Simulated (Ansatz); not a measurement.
A periodic structure is given below.

```cif
data_structure
_symmetry_space_group_name_H-M 'P 1'
_symmetry_Int_Tables_number 1
_cell_length_a 4.0253
_cell_length_b 3.2318
_cell_length_c 7.2135
_cell_angle_alpha 90.000
_cell_angle_beta 97.466
_cell_angle_gamma 90.000
_cell_volume 93.04
loop_
_atom_site_label
_atom_site_type_symbol
_atom_site_fract_x
_atom_site_fract_y
_atom_site_fract_z
_atom_site_occupancy
Hf1 Hf 0.28773 0.75000 0.66197 1
Hf2 Hf 0.71227 0.25000 0.33803 1
O1 O 0.85894 0.75000 0.17507 1
O2 O 0.14106 0.25000 0.82493 1
O3 O 0.23939 0.25000 0.45473 1
O4 O 0.76061 0.75000 0.54527 1
O5 O 0.51161 0.25000 0.82489 1
O6 O 0.48839 0.75000 0.17511 1
```

Work out the structure from the coordinates.

Answer. The material is HfO3. It is primitive monoclinic, space group P2_1/m (No. 11). In the cell are 2 Hf, 6 O, which makes 2 formula units. Coordination numbers (contacts within bonding distance): Hf 8 and O 3 to 4 (mean 3.3). Not all metal-metal contacts are counted.

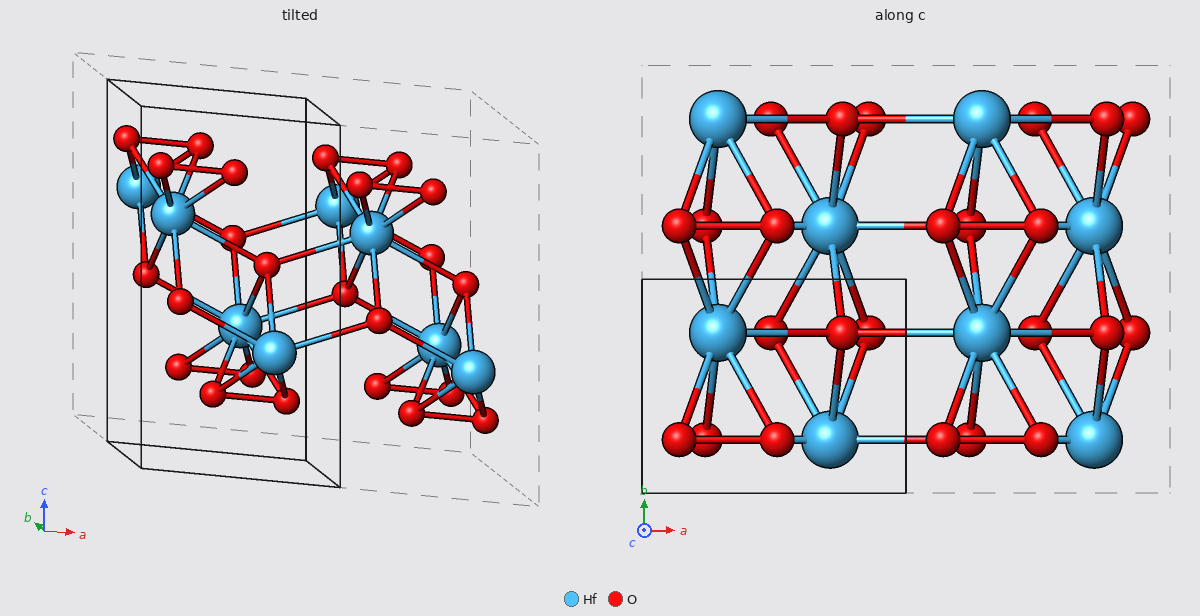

A ball-and-stick rendering, viewed slightly off an axis and along the c axis. The solid box is one conventional unit cell, and 2×2×1 cells are shown. Colours: hafnium blue, oxygen red.

The cell started as a structure listed in the Materials Project, with elements exchanged, so it need not be a known form of the compound. Earlier steps of the study, as a rule a relaxation of our own, may have changed the cell and positions, so they can lie some per cent off the listed ones. Ansatz was used for an electronic-structure calculation on it.
